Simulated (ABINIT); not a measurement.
TaN: geometry relaxation (part 1 of 2)

- system: TaN (Fm-3m, 2 atoms in the cell)
- method: Kohn-Sham DFT of a periodic cell, LDA, PseudoDojo NC SR LDA v0.4.1 standard, no spin polarisation (ABINIT 10.8.3)

The structure derives from a Materials Project entry.

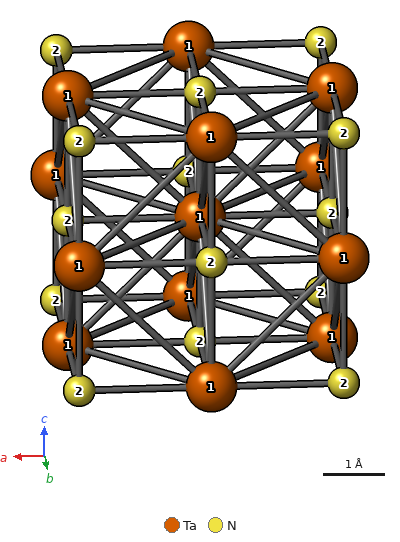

Figure 1. The starting structure (ball-and-stick view of the cell 4 times as large as that of the calculation, set on its symmetry axes, seen at an oblique angle; atoms are numbered from 1 in the order of the input). An atom can appear more than once, as a periodic image. Near neighbours in the periodic cell (some may lie outside the picture): Ta has 6 N at 2.21 Å and 12 Ta at 3.13 Å; N has 6 Ta at 2.21 Å.

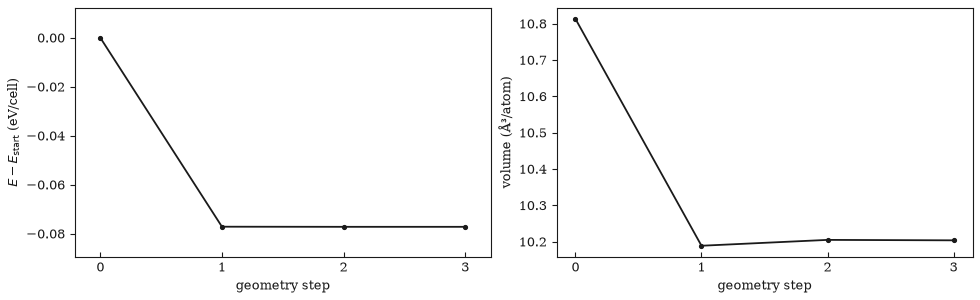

Figure 2. Progress of the relaxation, step by step (steps are counted from 0).

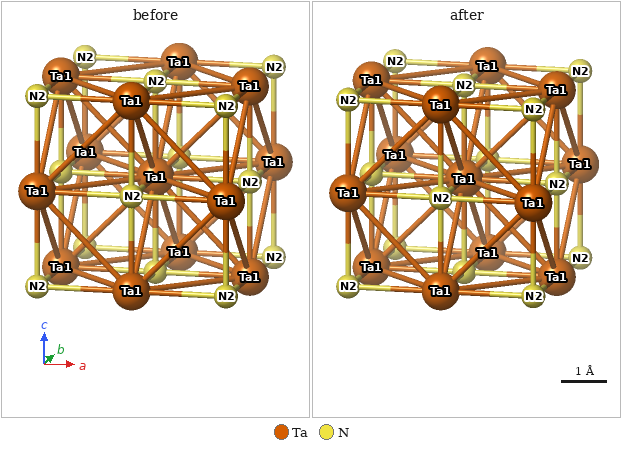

Figure 3. Before (left) and after (right) the relaxation, at one scale (ball-and-stick view of the cell 4 times as large as that of the calculation, set on its symmetry axes, seen slightly off an axis). After 3 geometry steps the energy has fallen by 77.2 meV per cell of the calculation. All forces vanish by symmetry, so only the cell relaxes. No atom moves by more than 0.005 Å relative to the cell. The drawn cell changes as follows: a = b = c 4.423 → 4.338 Å (−1.9 %); the volume changes by −5.6 %. Distances before and after: Ta1–Ta1 3.127 → 3.067 Å, Ta1–N2 2.211 → 2.169 Å. The space group stays Fm-3m (No. 225). (Atoms are counted from 1 in the order of the input.)

The input and output of the run follow.

### Input file
```
# Pseudopotentials
pp_dirpath "./"
pseudos "Ta.upf, N.upf"

# Structure
acell 3*1.0 Angstrom
rprim
     0.0000000000     2.2113230000     2.2113230000
     2.2113230000     0.0000000000     2.2113230000
     2.2113230000     2.2113230000     0.0000000000
ntypat 2
znucl 73 7
natom 2
typat 1 2
chkprim 0
chksymtnons 0
tolsym 1.0e-6
xred
            1/2            1/2            1/2
            0.0            0.0            0.0

# Plane-wave basis
ecut 1142.878222 eV
ecutsm 0.5

# k points
kptopt 1
ngkpt 8 8 8
nshiftk 1
shiftk 0.0 0.0 0.0

# Exchange and correlation
ixc 7

# Bands and occupations
nband 13
occopt 3
tsmear 0.05 eV

# SCF cycle
nstep 80
tolvrs 1.0e-12

# Output
iomode 3
prteig 0
prtebands 0
prtwf 0
prtden 0

# Relaxation
ionmov 2
optcell 2
ntime 50
tolmxf 2.0e-5
dilatmx 1.08
```

Launched with:
```bash
mpirun --bind-to none -np 4 abinit run.abi > log 2>&1
```

### What the program printed
```
.Version 10.8.3 of ABINIT
 Symmetries : space group Fm -3 m (#225); Bravais cF (face-center cubic)
================================================================================
 Values of the parameters that define the memory need of the present run
     intxc =       0    ionmov =       2      iscf =       7    lmnmax =       8
     lnmax =       8     mgfft =      40  mpssoang =       4    mqgrid =    3001
     natom =       2  nloc_mem =       1    nspden =       1   nspinor =       1
    nsppol =       1      nsym =      48    n1xccc =    2501    ntypat =       2
    occopt =       3   xclevel =       1
       mpw =        2413          nfft =       64000          nkpt =          29
================================================================================
================================================================================

--------------------------------------------------------------------------------
------------- Echo of variables that govern the present computation ------------
--------------------------------------------------------------------------------
 -outvars: echo values of preprocessed input variables --------
            acell      1.8897261259E+00  1.8897261259E+00  1.8897261259E+00 Bohr
              amu      1.80947900E+02  1.40067400E+01
          chkprim           0
      chksymtnons           0
          dilatmx      1.08000000E+00
             ecut      4.20000000E+01 Hartree
           ecutsm      5.00000000E-01 Hartree
           ionmov           2
              ixc           7
         kptrlatt        8    0    0      0    8    0      0    0    8
          kptrlen      4.72776668E+01
            natom           2
            nband          13
            ngfft          40      40      40
             nkpt          29
            nstep          80
             nsym          48
            ntime          50
           ntypat           2
           occopt           3
          optcell           2
           prtden           0
        prtebands           0
           prteig           0
            prtwf           0
            rprim      0.0000000000E+00  2.2113230000E+00  2.2113230000E+00
                       2.2113230000E+00  0.0000000000E+00  2.2113230000E+00
                       2.2113230000E+00  2.2113230000E+00  0.0000000000E+00
          spgroup         225
           tolmxf      2.00000000E-05
           tolsym      1.00000000E-06
           tolvrs      1.00000000E-12
           tsmear      1.83746611E-03 Hartree
            typat      1  2
           xangst      2.2113230000E+00  2.2113230000E+00  2.2113230000E+00
                       0.0000000000E+00  0.0000000000E+00  0.0000000000E+00
            xcart      4.1787948459E+00  4.1787948459E+00  4.1787948459E+00
                       0.0000000000E+00  0.0000000000E+00  0.0000000000E+00
             xred      5.0000000000E-01  5.0000000000E-01  5.0000000000E-01
                       0.0000000000E+00  0.0000000000E+00  0.0000000000E+00
            znucl       73.00000    7.00000

================================================================================

 chkinp: Checking input parameters for consistency.

================================================================================
== DATASET  1 ==================================================================

--- !DatasetInfo
iteration_state: {dtset: 1, }
dimensions: {natom: 2, nkpt: 29, mband: 13, nsppol: 1, nspinor: 1, nspden: 1, mpw: 2413, }
cutoff_energies: {ecut:  42.0, pawecutdg:  -1.0, }
electrons: {nelect:   1.80000000E+01, charge:   0.00000000E+00, occopt:   3.00000000E+00, tsmear:   1.83746611E-03, }
meta: {optdriver: 0, ionmov: 2, optcell: 2, iscf: 7, paral_kgb: 0, }
...

 Exchange-correlation functional for the present dataset will be:
  LDA: Perdew-Wang 92 LSD fit to Ceperley-Alder data - ixc=7
  J.P.Perdew and Y.Wang, PRB 45, 13244 (1992)

 Real(R)+Recip(G) space primitive vectors, cartesian coordinates (Bohr,Bohr^-1):
 R(1)=  0.0000000  4.1787948  4.1787948  G(1)= -0.1196517  0.1196517  0.1196517
 R(2)=  4.1787948  0.0000000  4.1787948  G(2)=  0.1196517 -0.1196517  0.1196517
 R(3)=  4.1787948  4.1787948  0.0000000  G(3)=  0.1196517  0.1196517 -0.1196517
 Unit cell volume ucvol=  1.4594296E+02 bohr^3
 Angles (23,13,12)=  6.00000000E+01  6.00000000E+01  6.00000000E+01 degrees

 getcut: wavevector=  0.0000  0.0000  0.0000  ngfft=  40  40  40
         ecut(hartree)=     48.989   => boxcut(ratio)=   2.14823

--- Pseudopotential description ------------------------------------------------
- pspini: atom type   1  psp file is ./Ta.upf
  73.00000  13.00000  180309                  znucl, zion, pspdat
12 -1012 3 -1 1432                            pspcod,pspxc,lmax,lloc,mmax
     nproj     2     2     2     2

- pspini: atom type   2  psp file is ./N.upf
   7.00000   5.00000  180309                  znucl, zion, pspdat
12 -1012 1 -1 1058                            pspcod,pspxc,lmax,lloc,mmax
     nproj     2     2     0     0

   4.85291436E+02                                ecore*ucvol(ha*bohr**3)
--------------------------------------------------------------------------------

================================================================================

=== [ionmov= 2] Broyden-Fletcher-Goldfarb-Shanno method (forces)
================================================================================

--- Iteration: ( 1/50) Internal Cycle: (1/1)
--------------------------------------------------------------------------------

---SELF-CONSISTENT-FIELD CONVERGENCE--------------------------------------------

--- !BeginCycle
iteration_state: {dtset: 1, itime: 1, icycle: 1, }
solver: {iscf: 7, nstep: 80, nline: 4, wfoptalg: 0, }
tolerances: {tolvrs: 1.00E-12, }
...

     iter   Etot(hartree)      deltaE(h)  residm     vres2
 ETOT  1  -75.430198682829    -7.543E+01 2.640E-01 1.097E+03
 ETOT  2  -75.281847321811     1.484E-01 3.591E-01 2.239E+03
 ETOT  3  -75.606768554674    -3.249E-01 9.046E-03 1.536E+01
 ETOT  4  -75.608897196884    -2.129E-03 3.201E-03 3.247E+00
 ETOT  5  -75.609312311749    -4.151E-04 3.118E-04 1.701E-01
 ETOT  6  -75.609335050121    -2.274E-05 2.105E-04 1.098E-03
 ETOT  7  -75.609335206417    -1.563E-07 4.643E-05 1.929E-06
 ETOT  8  -75.609335207125    -7.084E-10 1.152E-04 3.163E-07
 ETOT  9  -75.609335207215    -8.983E-11 2.005E-05 1.940E-08
 ETOT 10  -75.609335207221    -6.310E-12 4.869E-05 3.889E-11
 ETOT 11  -75.609335207223    -1.350E-12 8.344E-06 4.954E-13

 At SCF step   11       vres2   =  4.95E-13 < tolvrs=  1.00E-12 =>converged.

 Cartesian components of stress tensor (hartree/bohr^3)
  sigma(1 1)=  6.54461761E-04  sigma(3 2)=  0.00000000E+00
  sigma(2 2)=  6.54461761E-04  sigma(3 1)=  0.00000000E+00
  sigma(3 3)=  6.54461761E-04  sigma(2 1)=  0.00000000E+00

--- !ResultsGS
iteration_state: {dtset: 1, itime: 1, icycle: 1, }
comment   : Summary of ground state results
lattice_vectors:
- [  0.0000000,   4.1787948,   4.1787948, ]
- [  4.1787948,   0.0000000,   4.1787948, ]
- [  4.1787948,   4.1787948,   0.0000000, ]
lattice_lengths: [   5.90971,    5.90971,    5.90971, ]
lattice_angles: [ 60.000,  60.000,  60.000, ] # degrees, (23, 13, 12)
lattice_volume:   1.4594296E+02
convergence: {deltae: -1.350E-12, res2:  4.954E-13, residm:  8.344E-06, diffor: null, }
etotal    :  -7.56093352E+01
entropy   :   0.00000000E+00
fermie    :   5.80239929E-01
cartesian_stress_tensor: # hartree/bohr^3
- [  6.54461761E-04,   0.00000000E+00,   0.00000000E+00, ]
- [  0.00000000E+00,   6.54461761E-04,   0.00000000E+00, ]
- [  0.00000000E+00,   0.00000000E+00,   6.54461761E-04, ]
pressure_GPa:  -1.9255E+01
xred      :
- [  5.0000E-01,   5.0000E-01,   5.0000E-01, Ta]
- [  0.0000E+00,   0.0000E+00,   0.0000E+00,  N]
cartesian_forces: # hartree/bohr
- [ -0.00000000E+00,  -0.00000000E+00,  -0.00000000E+00, ]
- [ -0.00000000E+00,  -0.00000000E+00,  -0.00000000E+00, ]
force_length_stats: {min:   0.00000000E+00, max:   0.00000000E+00, mean:   0.00000000E+00, }
...

 Integrated electronic density in atomic spheres:
 ------------------------------------------------
 Atom  Sphere_radius  Integrated_density
    1        2.00000          9.28478841
    2        2.00000          5.31669427

---OUTPUT-----------------------------------------------------------------------

 Cartesian coordinates (xcart) [bohr]
  4.17879484592078E+00  4.17879484592078E+00  4.17879484592078E+00
  0.00000000000000E+00  0.00000000000000E+00  0.00000000000000E+00
 Reduced coordinates (xred)
  5.00000000000000E-01  5.00000000000000E-01  5.00000000000000E-01
  0.00000000000000E+00  0.00000000000000E+00  0.00000000000000E+00
 Cartesian forces (fcart) [Ha/bohr]; max,rms= 0.00000E+00 0.00000E+00 (free atoms)
 -0.00000000000000E+00 -0.00000000000000E+00 -0.00000000000000E+00
 -0.00000000000000E+00 -0.00000000000000E+00 -0.00000000000000E+00
 Gradient of E wrt nuclear positions in reduced coordinates (gred)
  0.00000000000000E+00  0.00000000000000E+00  0.00000000000000E+00
  0.00000000000000E+00  0.00000000000000E+00  0.00000000000000E+00
 Scale of Primitive Cell (acell) [bohr]
  1.88972612590778E+00  1.88972612590778E+00  1.88972612590778E+00
 Real space primitive translations (rprimd) [bohr]
  0.00000000000000E+00  4.17879484592078E+00  4.17879484592078E+00
  4.17879484592078E+00  0.00000000000000E+00  4.17879484592078E+00
  4.17879484592078E+00  4.17879484592078E+00  0.00000000000000E+00
 Unitary Cell Volume (ucvol) [Bohr^3]=  1.45942958817797E+02
 Angles (23,13,12)= [degrees]
  6.00000000000000E+01  6.00000000000000E+01  6.00000000000000E+01
 Lengths [Bohr]
  5.90970834547595E+00  5.90970834547595E+00  5.90970834547595E+00
 Stress tensor in cartesian coordinates (strten) [Ha/bohr^3]
  6.54461760803148E-04  0.00000000000000E+00  0.00000000000000E+00
  0.00000000000000E+00  6.54461760803145E-04  0.00000000000000E+00
  0.00000000000000E+00  0.00000000000000E+00  6.54461760803138E-04
 Total energy (etotal) [Ha]= -7.56093352072228E+01

--- Iteration: ( 2/50) Internal Cycle: (1/1)
--------------------------------------------------------------------------------

---SELF-CONSISTENT-FIELD CONVERGENCE--------------------------------------------

--- !BeginCycle
iteration_state: {dtset: 1, itime: 2, icycle: 1, }
solver: {iscf: 7, nstep: 80, nline: 4, wfoptalg: 0, }
tolerances: {tolvrs: 1.00E-12, }
...

     iter   Etot(hartree)      deltaE(h)  residm     vres2
 ETOT  1  -75.606886487772    -7.561E+01 4.585E-03 6.031E+01
 ETOT  2  -75.611816738035    -4.930E-03 1.492E-04 2.047E+00
 ETOT  3  -75.611815018904     1.719E-06 1.723E-04 2.526E+00
 ETOT  4  -75.612169045022    -3.540E-04 2.290E-05 1.274E-02
 ETOT  5  -75.612170200090    -1.155E-06 9.125E-06 8.112E-05
 ETOT  6  -75.612170208973    -8.883E-09 2.371E-06 7.275E-08
 ETOT  7  -75.612170208987    -1.364E-11 3.525E-06 4.095E-10
 ETOT  8  -75.612170208985     1.606E-12 1.191E-06 1.409E-11
 ETOT  9  -75.612170208985     8.527E-14 2.037E-06 2.076E-13

 At SCF step    9       vres2   =  2.08E-13 < tolvrs=  1.00E-12 =>converged.

 Cartesian components of stress tensor (hartree/bohr^3)
  sigma(1 1)= -1.87581115E-05  sigma(3 2)=  0.00000000E+00
  sigma(2 2)= -1.87581115E-05  sigma(3 1)=  0.00000000E+00
  sigma(3 3)= -1.87581115E-05  sigma(2 1)=  0.00000000E+00
```
